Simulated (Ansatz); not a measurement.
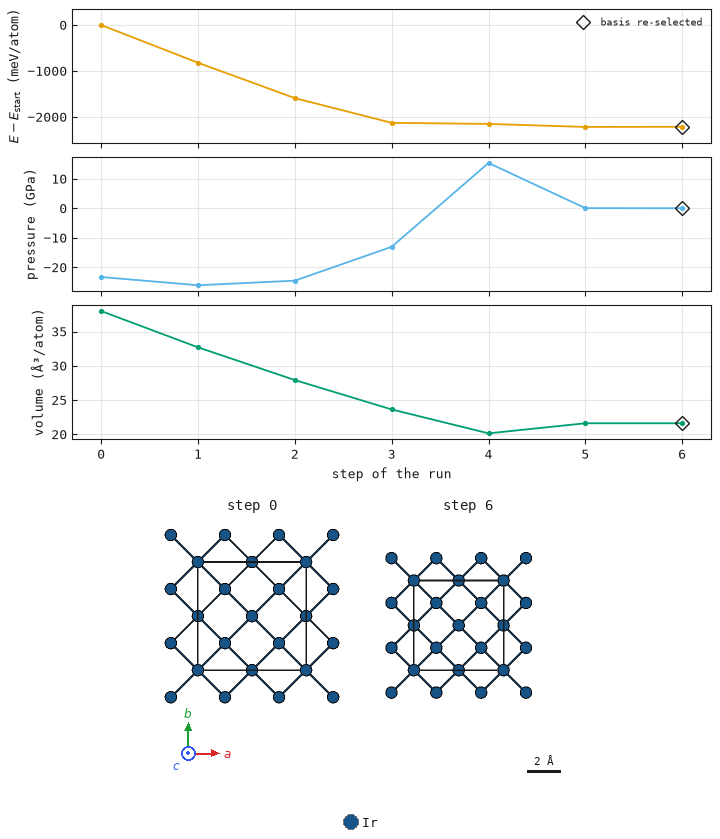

First and last geometry of a relaxation of crystalline Ir (a generated structure, set up in Fd-3m) (coarse preliminary run), with the history of the run. Style: ball-and-stick. Shown: the conventional cell (4 times the calculation's cell), along the c axis. Lengths and directions refer to the drawn axes.

Case: Sn → Ir on all its sites, cell and atoms relaxed.

Theory: DFT PBE, scalar-relativistic, plane waves, PAW in Ansatz.

Input file:
```yaml
crystal:
  lattice:
    - [0.0, 3.361545557, 3.361545557]
    - [3.361545557, 0.0, 3.361545557]
    - [3.361545557, 3.361545557, 0.0]
  atoms:
    - { symbol: Ir, position: [0.0, 0.0, 0.0] }
    - { symbol: Ir, position: [0.25, 0.25, 0.25] }
basis:
  ecutwfc: 420
kpoints:
  mp_grid: { grid: [6, 6, 6] }
hamiltonian:
  xc: pbe
scf:
  occupations: { method: gaussian, width: 0.1 }
output:
  forces: true
  stress: true
  eigenvalues: true
relax:
  adjacent_minimum: "off"
  f_tol: 0.05
  max_steps: 60
  cell: { stress_tol: 0.5 }
```

Command:
```bash
ansatz run input.yaml --threads 1 --pin off --max-ram 2560MiB --backend cpu --events-out ev --progress --plain --runs-dir out
```

**Read the history and describe the run.**

It converged. No atom moves by more than 0.005 Å relative to the cell. The volume changes by −43.1 %, with a = b = c 6.723 → 5.572 Å (−17.1 %). Some distances before and after: Ir1–Ir2 2.911 → 2.413 Å. The space group stays Fd-3m (No. 227). After 5 accepted moves (6 points after the start) the energy has fallen by 2213 meV per atom. All forces vanish by symmetry, so only the cell relaxes. The pressure goes from −23.27 to 0.05 GPa. At 1 point the geometry stayed and the basis and grid were re-selected for the new cell (energy shift of 3.2 meV per atom at most each time).
